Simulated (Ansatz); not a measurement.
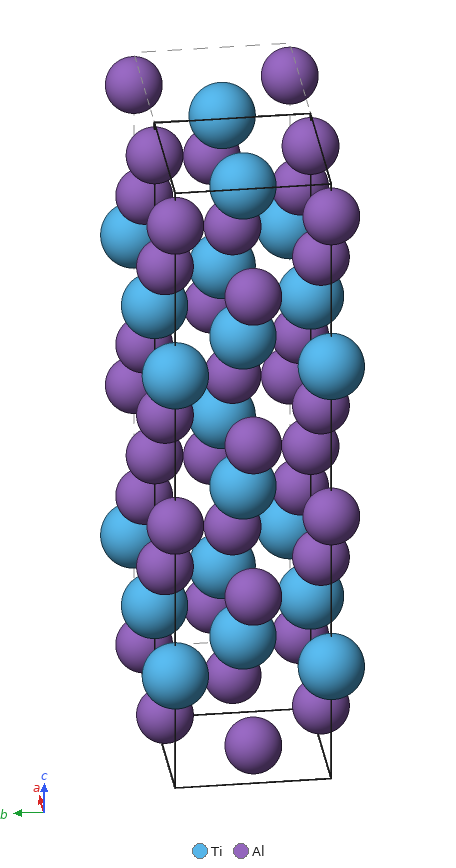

We look at a spheres-only model of the crystal from a general direction. 2×1×1 cells are drawn; the solid outline is the conventional unit cell. Cell: a = 3.883 Å, b = 3.883 Å, c = 16.444 Å, α = 90.00°, β = 90.00°, γ = 90.00°.

Characterise what is shown.

- The stoichiometry is Ti₃Al₅.
- It belongs to space group P4mm (No. 99) and has a primitive tetragonal lattice.
- Cell content 6 Ti, 10 Al; Z = 2.

The initial geometry was a structure listed in the Materials Project. The cell was then strained or its atoms displaced on purpose. An electronic-structure calculation with Ansatz was run on it.

At this level of theory the run's own cell isn't at rest (forces up to 0.7 eV/Å), so its distances can differ from those at equilibrium, the more so the softer the solid.
